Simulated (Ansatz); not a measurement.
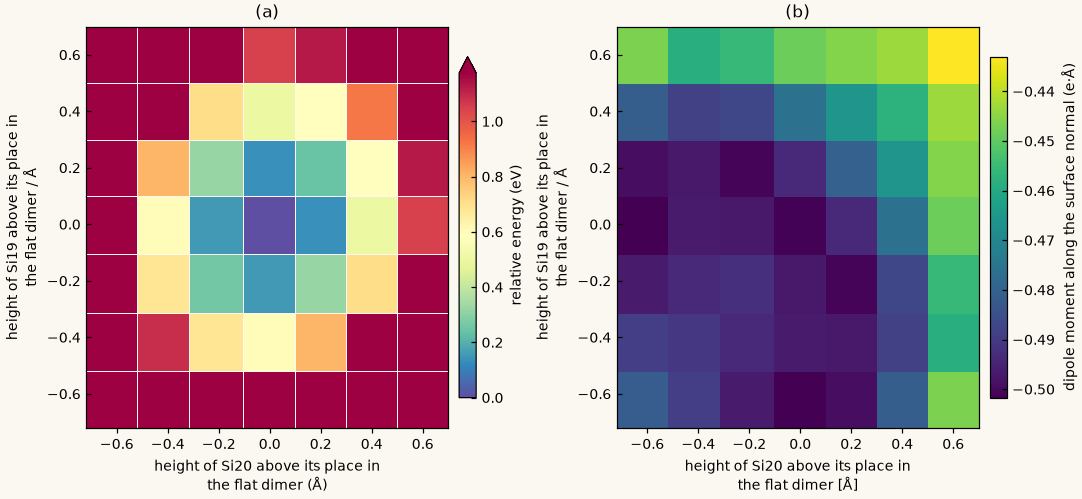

A SiC(100) slab cut from the F-43m phase, its lower face capped with 8 H atoms (28 atoms in the cell). Two atoms of the surface dimers are held at set heights. The first coordinate is: height of Si20 above its place in the flat dimer; the second: height of Si19 above its place in the flat dimer. Relaxed at each point: all atoms of the upper layers, but for the two heights. The scan uses a 7 × 7 grid; 28 points were computed and 21 follow by symmetry. Points are written as (first, second). Energies: eV, counted from the lowest grid point. These are results of DFT LDA, scalar-relativistic, plane waves, PAW (Ansatz 0.2.0), not measurements. Settings: cutoff 420 eV, k-mesh 4×4×1, gaussian smearing 0.05 eV, no spin polarisation.

Panel (a) is the energy and panel (b) the computed dipole moment along the surface normal on the same grid.

In the figure: one coloured cell a grid point, one colour for all values above the top of the scale.

How does the dipole moment along the surface normal vary over the map, and what is it at the lowest grid point?

It runs from −0.50 e·Å at (−0.62 Å, 0.00 Å) to −0.43 e·Å at (0.60 Å, 0.60 Å). At the lowest grid point, (0.00 Å, 0.00 Å), it is −0.50 e·Å.
